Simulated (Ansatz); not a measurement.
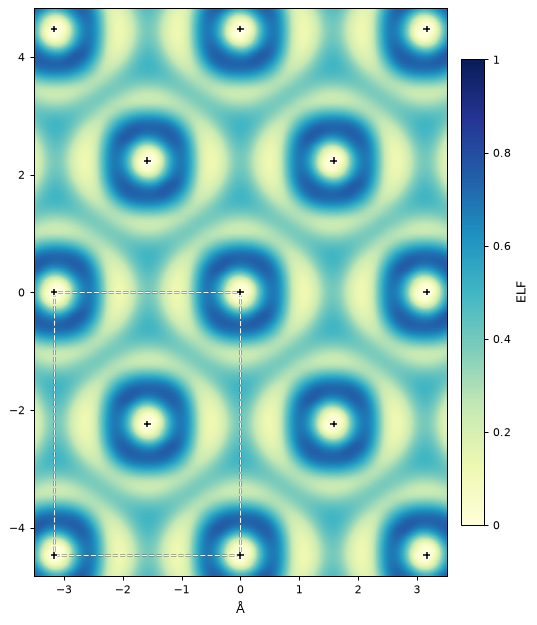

The ELF on a plane through atoms (crosses mark nuclei in the plane).

All numbers below come from DFT HSE06, scalar-relativistic, plane waves, PAW in Ansatz 0.2.0.

Candidates:
A. MoS2, a = 3.19 Å, b = 3.19 Å, c = 30.06 Å, α = 90.00°, β = 90.00°, γ = 120.00°. Computed without spin polarisation.
B. W, a = 3.16 Å, b = 3.16 Å, c = 3.16 Å, α = 90.00°, β = 90.00°, γ = 90.00°. Space group Im-3m; a generated structure, not necessarily the stable one.

Which candidate gave the map?

Answer. Candidate B: W on the (11̄0) plane of the conventional cell, which holds W. W–W (2.74 Å): the ELF is about 0.40 at the midpoint.
